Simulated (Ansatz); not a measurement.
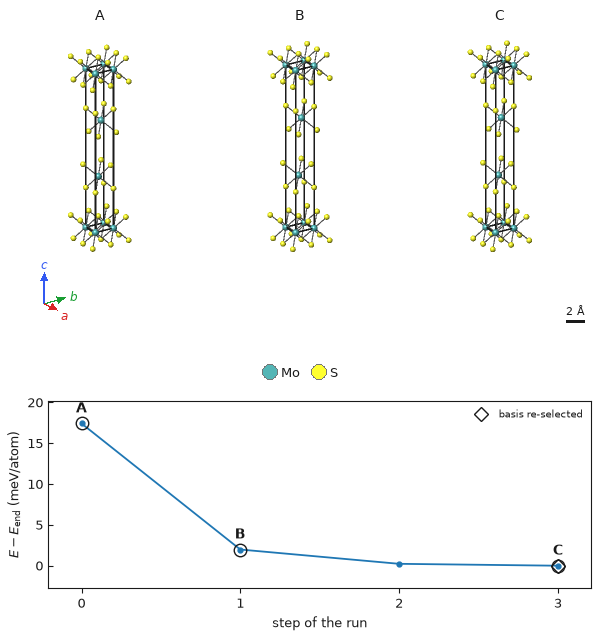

Frames of a relaxation of a crystal of MoS$_{2}$ (set up in R-3m) (coarse preliminary run), marked on the history of the run. A ball-and-stick model of the conventional cell (3 times the calculation's cell), seen slightly off an axis. Lengths and directions refer to the drawn axes.

Level of theory: DFT r2SCAN, scalar-relativistic, plane waves, PAW (Ansatz).

The input:
```yaml
crystal:
  lattice:
    - [1.5855007458, 0.9153892824, 6.115]
    - [-1.5855007458, 0.9153892824, 6.115]
    - [0.0, -1.8307785648, 6.115]
  atoms:
    - { symbol: Mo, position: [0.0, 0.0, 0.0] }
    - { symbol: S, position: [0.75, 0.75, 0.75] }
    - { symbol: S, position: [0.25, 0.25, 0.25] }
basis:
  ecutwfc: 500
kpoints:
  mp_grid: { grid: [6, 6, 6] }
hamiltonian:
  xc: r2scan
scf:
  occupations: { method: gaussian, width: 0.1 }
output:
  forces: true
  stress: true
  eigenvalues: true
relax:
  adjacent_minimum: "off"
  f_tol: 0.05
  max_steps: 80
  cell: { stress_tol: 0.5 }
```

Run as
```bash
ansatz run input.yaml --threads 2 --pin off --max-ram 5120MiB --backend cpu --events-out ev --progress --plain --runs-dir out
```

Q: Describe the path.

A: The energy falls by 17.4 meV per atom in 2 accepted moves (3 points after the start). Largest force component: 0.73 eV/Å at the start, 0.042 eV/Å at the end. Pressure: 6.98 GPa at the start and −0.17 GPa at the end. At 1 point the geometry stayed and the basis and grid were re-selected for the new cell (energy shift of 0.2 meV per atom at most each time). The largest moves relative to the cell, 0.013 Å, are those of S2 and S3. S2 goes along −c. Mo stays in place. The volume changes by +5.5 %, with a = b 3.171 → 3.218 Å (+1.5 %), c 18.345 → 18.800 Å (+2.5 %). Some distances before and after: Mo1–S2 2.385 → 2.422 Å. The space group stays R-3m (No. 166). Cost: 44 s on 2 threads of AMD EPYC (Zen 3), with other jobs on the host, peak memory 0.5 GiB. From step 0 to 1: S atoms move most (0.02 Å), volume +7.0 %, energy −15.4 meV per atom. From step 1 to 3: volume −1.4 %, energy −2.0 meV per atom.

Limits of the set-up: layers or molecules are held without a dispersion correction, so their spacing is unreliable.
